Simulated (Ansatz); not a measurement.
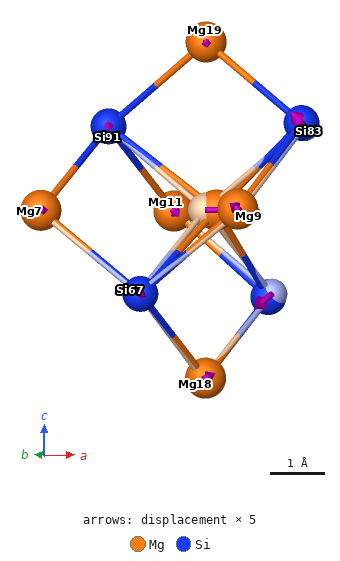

This is a relaxation of a defect cell of composition Mg₆₃Si₃₂ (cell charge −2). The starting structure is drawn faded, the final one solid; purple arrows show the displacements, 5 times their true length.

Style: ball-and-stick. Shown: the atoms within 4.2 Å of the atom that moves most (axes of the cell of the calculation (origin shifted)), from a free direction.

The atoms of the start lie slightly off their symmetric places, so part of the fall in energy undoes that.

All numbers below come from Ansatz, DFT, PBEsol, PAW, plane waves. Settings: plane-wave cutoff 420 eV; k-point mesh 1 × 1 × 1; mesh shifted by (0.25, 0.25, 0.25); no spin polarisation; atoms relaxed in a fixed cell; force threshold 0.03 eV/Å; at most 80 steps.

Question: Atoms of which element are displaced furthest, and by how much?

Answer: Magnesium: up to 0.21 Å, against 0.12 Å for silicon.

Question: What did the optimiser do to the structure, and how much energy did it gain?

Answer: After 3 geometry steps the energy has fallen by 0.632 eV per cell of the calculation. The largest force component goes from 0.64 to 0.0081 eV/Å. The largest moves, 0.21 Å, are those of Mg atoms. Largest moves by element: Mg 0.21 Å, Si 0.12 Å. The cell doesn't change. Some distances before and after: Mg–Si 2.700 → 2.832 Å, Mg–Si 2.772 → 2.673 Å, Mg–Si 2.732 → 2.829 Å, Mg–Si 2.752 → 2.678 Å. Bond angles that change, for instance: Si–Mg–Si 109.8° → 121.1°, Si–Mg–Si 109.6° → 103.0°.

Limits of the set-up: the cell is charged, on a uniform background, and energies carry no finite-size correction.
